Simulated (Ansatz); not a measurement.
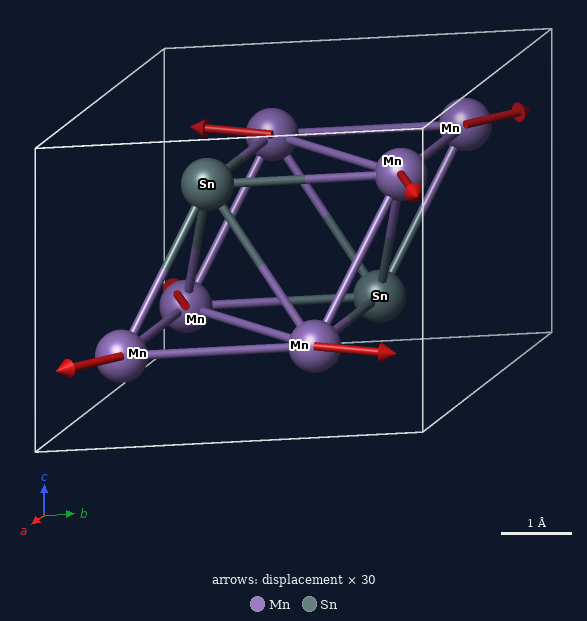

A relaxation of crystalline Mn3Sn (set up in P6_3/mmc). The starting structure is drawn; red arrows show the displacements (the part carried along by the change of the cell is left out), 30 times their true length.

A ball-and-stick model of the cell of the calculation, seen slightly off an axis.

Method: DFT r2SCAN, scalar-relativistic, plane waves, PAW in Ansatz. Settings: plane-wave cutoff 500 eV; k-point mesh 6 × 6 × 8; occupations gaussian; smearing width 0.1 eV; collinear spin; cell and atoms relaxed; force threshold 0.005 eV/Å; at most 80 steps.

**What did the optimiser do to the structure, and how much energy did it gain?**

The largest moves relative to the cell, 0.042 Å, are those of Mn atoms. Sn stays in place. The volume changes by +6.3 %, with a = b 5.670 → 5.799 Å (+2.3 %), c 4.530 → 4.605 Å (+1.6 %). Some distances before and after: Mn–Mn 2.829 → 2.966 Å, Mn–Sn 2.793 → 2.869 Å, Mn–Sn 2.835 → 2.900 Å, Mn–Mn 2.796 → 2.824 Å. The space group stays P6_3/mmc (No. 194). After 5 accepted moves (7 points after the start) the energy has fallen by 14.5 meV per atom. The largest force component goes from 0.35 to 0.0011 eV/Å. The pressure goes from 2.89 to −0.01 GPa. At 2 points the geometry stayed and the basis and grid were re-selected for the new cell (energy shift of 0.6 meV per atom at most each time). The run may lie on a higher electronic state than the lowest, so the end point isn't shown to be the ground-state structure.
